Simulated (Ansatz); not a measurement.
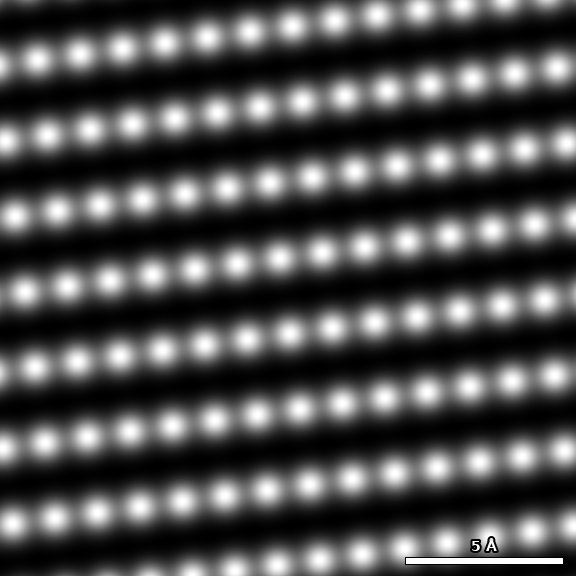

An image along [210] of one of the structures below (computed or model cells, partly hypothetical, each in its standard cell). Simulated as the projected potential of neutral atoms (B = 0.5 Å²) blurred by a 0.75 Å probe, the thin-sample limit of integrated differential phase contrast.

A. W
Space group Fm-3m (No. 225). a = 4.084 Å, b = 4.084 Å, c = 4.084 Å, α = 90.00°, β = 90.00°, γ = 90.00°
```csv
atom,site,symmetry,x,y,z
W,4a,m-3m,0.0000,0.0000,0.0000
```

B. Al
Space group Fd-3m:1 (No. 227). a = 6.097 Å, b = 6.097 Å, c = 6.097 Å, α = 90.00°, β = 90.00°, γ = 90.00°
```csv
atom,site,symmetry,x,y,z
Al,8b,-43m,0.2500,0.2500,0.7500
```

C. W
Space group Pm-3m (No. 221). a = 2.647 Å, b = 2.647 Å, c = 2.647 Å, α = 90.00°, β = 90.00°, γ = 90.00°
```
atom  site  symmetry       x       y       z
   W    1a      m-3m  0.0000  0.0000  0.0000
```

D. W
Space group P6_3/mmc (No. 194). a = 2.753 Å, b = 2.753 Å, c = 4.892 Å, α = 90.00°, β = 90.00°, γ = 120.00°
```tsv
atom	site	symmetry	x	y	z
W	2c	-6m2	0.3333	0.6667	0.2500
```

Which structure was imaged?

D, W. Along [210] the projected cells are A 0.91 × 2.04 Å, 90°; B 1.36 × 1.67 Å, 114°; C 1.18 × 2.65 Å, 90°; D 1.38 × 2.45 Å, 90°. The image repeats as D does.

Structure D: coordinates from a relaxation with DFT, PBEsol, plane waves (420 eV) with PAW, scalar-relativistic in Ansatz 0.2.0; the starting structure was generated, so it need not be a known form of this composition.
